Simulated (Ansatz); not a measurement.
Geometry relaxation, with input and output: TiO (part 2 of 2)

Continued. System: TiO (6 atoms in the cell). Method: DFT r2SCAN+U, scalar-relativistic, plane waves, PAW, Ueff = 4 eV on Ti d, no spin polarisation (Ansatz 0.2.0); cutoff 500 eV, 12×12×12 k-mesh, Gaussian smearing of 0.1 eV. The structure derives from a Materials Project entry. It belongs to a series of runs on one base structure; here: uniaxial strain along c, a, b and atoms relaxed: +1.0 %.

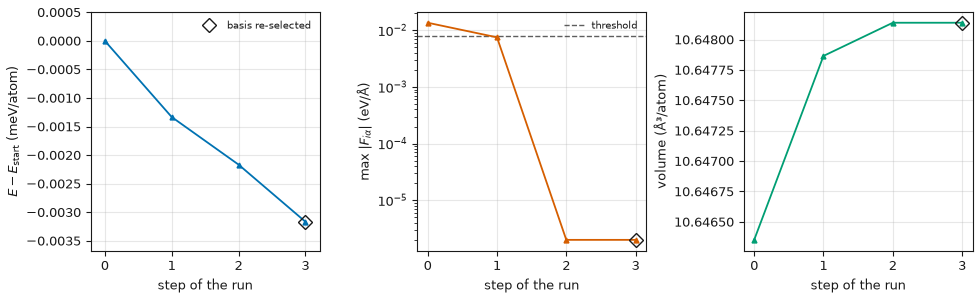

Figure 1. Progress of the relaxation, step by step (the first geometry is step 0 here and step 1 in the log). The atoms keep their places (all moves are under 0.005 Å). The cell stays as it was. The space group stays P-62m (No. 189). After 2 geometry steps the energy has fallen by next to nothing (0.0 meV per atom). Largest force component: 0.014 eV/Å at the start, under 0.0001 eV/Å at the end. Pressure: −0.98 GPa at the start and −1.04 GPa at the end. A last SCF at the same geometry on a re-selected plane-wave basis shifts the energy by next to nothing (0.0 meV per atom).

```
basis re-selected at this cell: Δ(F+E_penalty+E_count) = -6.254e-6 eV, ΔP = -0.000 GPa vs the last step (what re-selecting the basis moved, of the pressure what is left beyond the Pulay correction that the steps carried, after the strain that the cell walked since its last selection, with what the two solves' SCF thresholds leave and, on support functions, any second-order correction that the steps lacked; it is no measure of the basis error at this ecutwfc). This SCF's stress stands 4.14e-3 GPa from its target on what of the cell is left free (relax.cell.stress_tol is 1.50e-2 GPa) and its largest allowed force component is 2.15e-6 eV/Å (relax.f_tol is 8.00e-3 eV/Å): within both
SCF converged after 6 iterations
Free energy (F): -9216.602925 eV
Harris-Foulkes:  -9216.602925 eV  (|F-HF|=3.64e-12)
Internal energy: -9216.600888 eV  (E = F + TS)
E sigma→0 (E₀):  -9216.601907 eV
Entropy (-TS):   -0.002036 eV (-0.339 meV/atom)
Fermi energy:    15.722306 eV
--- Per-component energies (eV) ---
  E_band       = -441.261628
  E_kinetic    = 1353.687385
  E_local      = -3064.927437  (includes V_loc(G=0)·N_el)
  E_nonlocal   = 160.736434
  E_hartree    = 1212.409080
  E_xc         = -503.416467
  E_vxc        = -720.688162  (∫ρ·V_xc dr)
  E_hubbard    = 10.914195  (on-site DFT+U / exact-exchange correction)
  E_vhub       = 6.016845  (the Hubbard potential's part of the band-sum identity)
  E_paw        = -3648.782102  (= ΣΔE_a)
  E_vpaw       = -648.125699  (= ΣTr[D̂ρ^β])
  E_aug_tail   = 0.003344  (compensation charges beyond the density's cutoff)
  E_vtau       = 47.217469  (kinetic-family band-sum trace: ∫τ·v_τ [+ j·A + Jᵃ·Aᵃ] dr)
  E_ewald      = -4736.369126
  E_core_change = -0.856194  (= ΣΔE_core)
  E_smearing   = -0.002036  (= −TS)
  E_closure    = -0.000000  (closes the sum)
  Σ components = -9216.602925   (vs F -9216.602925, Δ=0.00e0)
--- Forces (eV/Å), atoms counted from 1 ---
  atom   1  Ti    -0.00000142     0.00000167     0.00000000
  atom   2  Ti     0.00000215    -0.00000039     0.00000000
  atom   3  Ti    -0.00000107    -0.00000185     0.00000000
  atom   4  O      0.00000023     0.00000040     0.00000000
  atom   5  O     -0.00000002     0.00000013     0.00000000
  atom   6  O      0.00000012     0.00000005     0.00000000
  max |Σ_I F_I| component: 2.11e-9 eV/Å
--- Stress (GPa, compression-positive) ---
        0.004137      -0.000003       0.000000
       -0.000003       0.004134      -0.000000
       -0.000000       0.000000      -3.133102
  P = ⅓ Tr σ = -1.0416 GPa (-10.416 kbar)
--- Band table (eV; the first three rows and the last of 301) ---
  k-point 0: bands = ["-45.4539", "-45.3736", "-45.3721", "-20.8950", "-20.8950", "-20.7736", "-20.7736", "-20.4895", "-20.4895", "-20.4075", "-20.3222", "-20.1316", "-7.3833", "-5.8703", "-5.8703", "6.4165", "7.9716", "7.9716", "8.9477", "9.1502", "9.1502", "9.8697", "9.8697", "9.9358", "11.8566", "14.7226", "15.3920", "15.3920", "16.7364", "16.8677", "16.8677", "17.0032", "17.0032"]
  k-point 1: bands = ["-45.4505", "-45.3719", "-45.3696", "-20.8869", "-20.8869", "-20.7697", "-20.7697", "-20.4891", "-20.4891", "-20.4406", "-20.3475", "-20.1548", "-7.3209", "-5.8741", "-5.8741", "6.5257", "7.9544", "7.9544", "8.9839", "9.0680", "9.0680", "9.5338", "9.8577", "9.8577", "12.2629", "14.8675", "15.3113", "15.3113", "16.7776", "16.8877", "16.8877", "17.0801", "17.0801"]
  k-point 2: bands = ["-45.4410", "-45.3671", "-45.3628", "-20.8643", "-20.8643", "-20.7593", "-20.7593", "-20.5303", "-20.4881", "-20.4881", "-20.4159", "-20.2176", "-7.1488", "-5.8854", "-5.8854", "6.8291", "7.8985", "7.8985", "8.6621", "8.8597", "8.8597", "9.1850", "9.8330", "9.8330", "13.0847", "15.1112", "15.1112", "15.2819", "16.8925", "16.9792", "16.9792", "17.1636", "17.1636"]
  k-point 300: bands = ["-45.3738", "-45.3554", "-45.3419", "-20.9332", "-20.7792", "-20.7725", "-20.7150", "-20.7099", "-20.6237", "-20.5557", "-20.4666", "-20.4395", "-6.1848", "-6.0793", "-5.9673", "7.0130", "7.3288", "7.5481", "7.9263", "7.9287", "8.9187", "8.9863", "9.2554", "10.3453", "14.1079", "14.4962", "15.4938", "16.4877", "17.0337", "17.1706", "17.2972", "17.9546", "18.0498"]
Occupation matrices written to [file]
--- Relaxed structure (3 steps of the walk, 3 accepted, 1 SCFs on fresh bases) ---
  F+E_penalty+E_count = -9216.60292485 eV   max|allowed force component| = 2.151e-6 eV/Å   (the final SCF, on the basis selected at the relaxed cell)
  cell:  # Å, volume = 63.8888 Å³
    - [5.015149170943116, 2.886992155665426e-11, 0.0]
    - [-2.50757458549656, 4.343246585790769, 0.0]
    - [0.0, 0.0, 2.9330981759]
  atoms:
    - { symbol: Ti, position: [0.6666666666767723, 0.3333333138878849, 0.49999999999999994] }
    - { symbol: Ti, position: [0.3333333138878849, 0.6666666666767722, 0.49999999999999994] }
    - { symbol: Ti, position: [1.6395564915025298e-8, 1.639556491502814e-8, 0.0] }
    - { symbol: O, position: [0.6086832670223754, 0.6086832670223756, 0.0] }
    - { symbol: O, position: [0.3913167376326409, -1.615238528401707e-9, 0.0] }
    - { symbol: O, position: [-1.6152385540202374e-9, 0.3913167376326409, 0.0] }
```

Trajectory as extended XYZ (Å, eV, eV/Å), 4 frames, from step=1 to step=4:
```
6
Lattice="5.0147 0.0000 0.0000 -2.5074 4.3429 0.0000 0.0000 0.0000 2.9331" Properties=species:S:1:pos:R:3:forces:R:3 step=1 energy=-9216.60291 pressure_GPa=-0.98
Ti    2.5074    1.4476    1.4665    0.0000   0.0000   0.0000
Ti    0.0000    2.8953    1.4665    0.0000   0.0000   0.0000
Ti    0.0000    0.0000    0.0000    0.0000   0.0000   0.0000
O     1.5266    2.6442    0.0000   -0.0068  -0.0118   0.0000
O     1.9615    0.0000    0.0000    0.0136   0.0000   0.0000
O    -0.9807    1.6987    0.0000   -0.0068   0.0118   0.0000
6
Lattice="5.0151 0.0000 0.0000 -2.5075 4.3432 0.0000 0.0000 0.0000 2.9331" Properties=species:S:1:pos:R:3:forces:R:3 step=2 energy=-9216.60291 pressure_GPa=-1.02
Ti    2.5075    1.4477    1.4665    0.0000   0.0000   0.0000
Ti    0.0000    2.8955    1.4665    0.0000   0.0000   0.0000
Ti    0.0000    0.0000    0.0000    0.0000   0.0000   0.0000
O     1.5266    2.6441    0.0000   -0.0037  -0.0065   0.0000
O     1.9620    0.0000    0.0000    0.0075   0.0000   0.0000
O    -0.9810    1.6991    0.0000   -0.0037   0.0065   0.0000
6
Lattice="5.0151 0.0000 0.0000 -2.5076 4.3432 0.0000 0.0000 0.0000 2.9331" Properties=species:S:1:pos:R:3:forces:R:3 step=3 energy=-9216.60292 pressure_GPa=-1.04
Ti    2.5076    1.4477    1.4665    0.0000   0.0000   0.0000
Ti    0.0000    2.8955    1.4665    0.0000   0.0000   0.0000
Ti    0.0000    0.0000    0.0000    0.0000   0.0000   0.0000
O     1.5263    2.6437    0.0000    0.0000   0.0000   0.0000
O     1.9625    0.0000    0.0000    0.0000   0.0000   0.0000
O    -0.9813    1.6996    0.0000    0.0000   0.0000   0.0000
6
Lattice="5.0151 0.0000 0.0000 -2.5076 4.3432 0.0000 0.0000 0.0000 2.9331" Properties=species:S:1:pos:R:3:forces:R:3 step=4 energy=-9216.60292 pressure_GPa=-1.04
Ti    2.5076    1.4477    1.4665    0.0000   0.0000   0.0000
Ti    0.0000    2.8955    1.4665    0.0000   0.0000   0.0000
Ti    0.0000    0.0000    0.0000    0.0000   0.0000   0.0000
O     1.5263    2.6437    0.0000    0.0000   0.0000   0.0000
O     1.9625    0.0000    0.0000    0.0000   0.0000   0.0000
O    -0.9813    1.6996    0.0000    0.0000   0.0000   0.0000
```

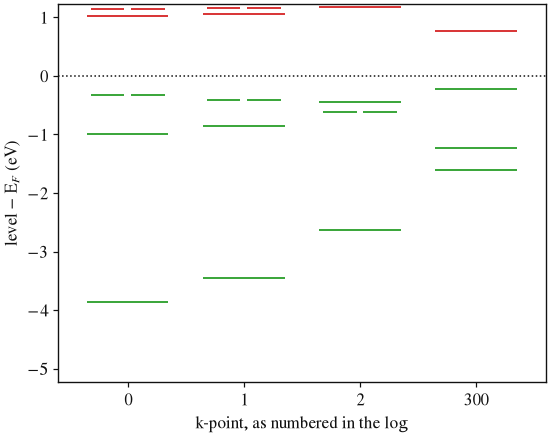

Figure 2. Kohn–Sham levels near the Fermi level (dotted) at the few k-points that the log prints; levels within 0.02 eV of each other stand side by side. The system is metallic on the full mesh.

This output came from the following input.

Input file:
```yaml
crystal:
  lattice:
    - [5.0147286285, 0.0, 0.0]
    - [-2.5073643143, 4.3428823854, 0.0]
    - [0.0, 0.0, 2.9330981759]
  atoms:
    - { symbol: Ti, position: [0.6666666667, 0.3333333333, 0.5] }
    - { symbol: Ti, position: [0.3333333333, 0.6666666667, 0.5] }
    - { symbol: Ti, position: [0.0, 0.0, 0.0] }
    - { symbol: O, position: [0.6088595041, 0.6088595041, 0.0] }
    - { symbol: O, position: [0.3911404959, 0.0, 0.0] }
    - { symbol: O, position: [0.0, 0.3911404959, 0.0] }
basis:
  ecutwfc: 500
kpoints:
  mp_grid: { grid: [12, 12, 12] }
hamiltonian:
  xc: r2scan
  hubbard: { sites: [{ species: Ti, l: d, u_eff: 4.0 }] }
scf:
  occupations: { method: gaussian, width: 0.1 }
output:
  forces: true
  stress: true
  eigenvalues: true
relax:
  adjacent_minimum: "off"
  f_tol: 0.008
  max_steps: 40
  cell: { stress_tol: 0.015, fix: [c, angles] }
```

Run as:
```bash
ansatz run input.yaml --threads 1 --pin off --max-ram 2560MiB --backend cpu --events-out ev --progress --plain --runs-dir out
```

Results in brief:

| quantity | value |
| --- | --- |
| outcome | converged |
| space group (tolerance 0.01 Å) | P-62m (189) |
| electrons treated | 54 |
| free energy | −9216.6029 eV |
| Fermi energy | 15.722 eV |
| gap on the k-point mesh | none (metallic) |
| pressure | −1.04 GPa |
| final volume | 63.89 Å³ |
| largest force (length of the vector) at the end | under 0.001 eV/Å |
| final cell | a = 5.015 Å, b = 5.015 Å, c = 2.933 Å, α = 90.00°, β = 90.00°, γ = 120.00° |
| hardware | 1 thread of Intel Xeon (Granite Rapids), 192 GiB of memory available, shared host |
| wall time | 4.5 min |
| peak memory | 1.6 GiB |
